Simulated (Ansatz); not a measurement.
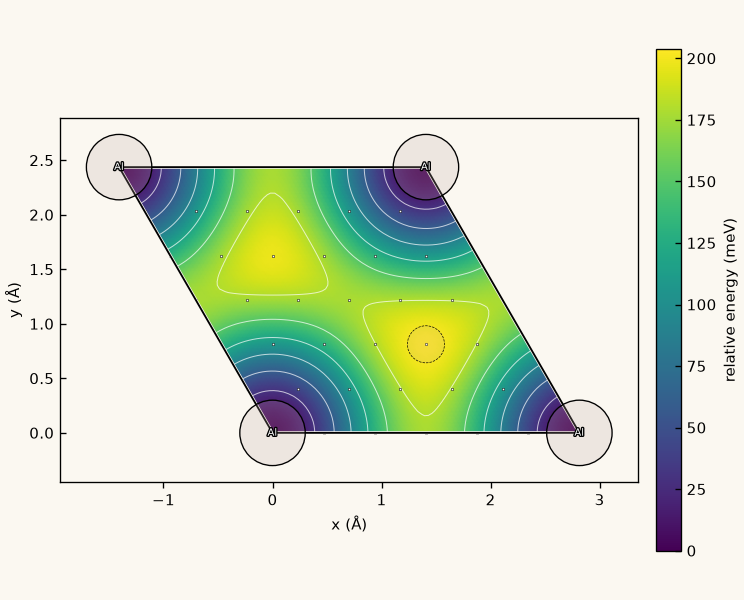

H on an Al(001) slab cut from the P6_3/mmc phase, its upper half relaxed before the scan (32 atoms of substrate and one adsorbate in a 2 × 2 cell). 
- H is moved over the surface cell at a fixed height above a rigid substrate; the origin of the map has the adsorbate above Al29; the height is held at 2.50 Å.
- Places are given modulo a cell vector. The map is drawn in real space over the plane of the surface.
- The grid has 6 × 6 points; 10 points were computed and 26 follow by symmetry.
- Places are given in fractions of the 1 × 1 surface cell.
- Energies: meV, counted from the lowest grid point.
- The runs have no spin polarisation, so an open-shell adsorbate far from the surface lies too high. At a fixed height the lowest place need not be the adsorption site.
- This map comes from DFT PBE+D3(BJ), scalar-relativistic, plane waves, PAW in Ansatz. Settings: cutoff 420 eV, k-mesh 6×6×1, gaussian smearing 0.1 eV, no spin polarisation.

The picture shows a smooth colour map with a few white contour lines, dots at the grid points, labelled circles for the atoms of the top layer and small ones for the second layer, the outline of one cell of the plane. Between grid points the surface is interpolated.

The lowest grid point is at the top site over a surface Al atom, (0/6, 0/6) of the cell vectors. No other kind of well shows on this grid. The highest grid point, a threefold hollow over a second-layer Al atom, (4/6, 2/6) of the cell vectors, lies 204 meV above the lowest. On the interpolated surface the easiest way out of the lowest well to its copy in the next cell or period passes a barrier of about 177 meV. At the lowest point the adsorbate has 1 Al at 2.50 Å as nearest neighbours, at the highest 3 Al at 2.98 Å.

H is replaced by O; all else is set up alike.

What will the new map look like?

Answer. The lowest place stays at the top site over a surface Al atom, (0/6, 0/6) of the cell vectors. The span from the lowest to the highest grid point shrinks from 204 to 161 meV. The easiest pass out of the lowest well goes from about 177 to about 125 meV on the interpolated surfaces. In the new map: at the lowest point the adsorbate has 1 Al at 2.50 Å as nearest neighbours, at the highest 3 Al at 2.98 Å.

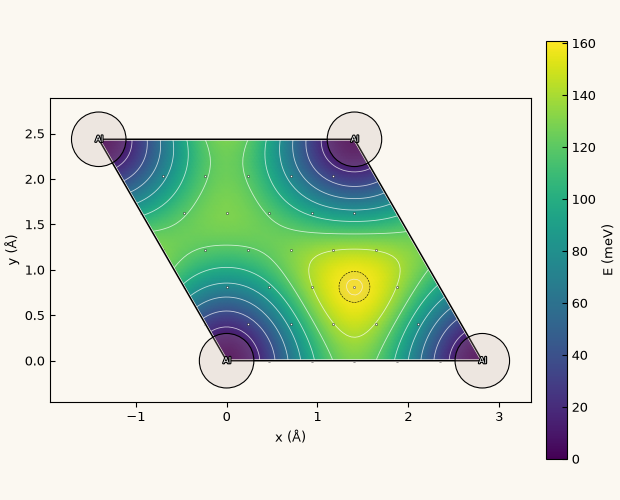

The map after the change, on a colour scale of its own. In the figure: a smooth colour map with a few white contour lines, dots at the grid points, labelled circles for the atoms of the top layer and small ones for the second layer, the outline of one cell of the plane. Between grid points the surface is interpolated.

PAW datasets: the set soft_1.
